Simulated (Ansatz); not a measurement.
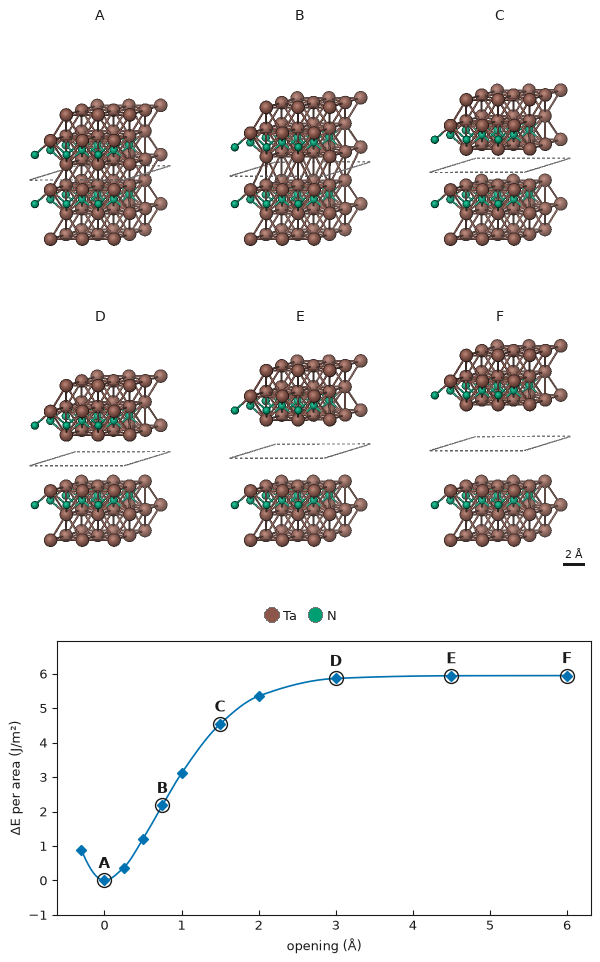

A crystal of Ta₂N (P-3m1): the crystal is pulled apart rigidly along the normal of the (0 0 1) plane of the conventional cell, at a cut between a plane of Ta below and one of Ta above, 2.39 Å apart. One cut stands in each cell, which starts 9.8 Å high; nothing is relaxed, and the dashed outline marks the cut. The lettered frames are marked on the plot. A ball-and-stick model of the layers on both sides of the cut, seen from the side, nearly along the cut plane.

The calculation used DFT PBE, scalar-relativistic, plane waves, PAW (Ansatz). (plane-wave cutoff 420 eV; k-point mesh 17 × 17 × 5; occupations gaussian; smearing width 0.15 eV; no spin polarisation). Energies (free energies at the smearing named) are counted from the relaxed crystal.

What does the scan show?

Answer. At the widest opening, 6.00 Å, the energy has risen by 5.95 J/m², where the curve has levelled off: this is the ideal work of separation, the sum of the two unrelaxed surface energies of a slab 9.8 Å thick. The steepest rise lies between 0.50 Å and 0.75 Å, with a mean traction of about 39 GPa. Pressing the cut together by 0.30 Å costs 0.89 J/m².
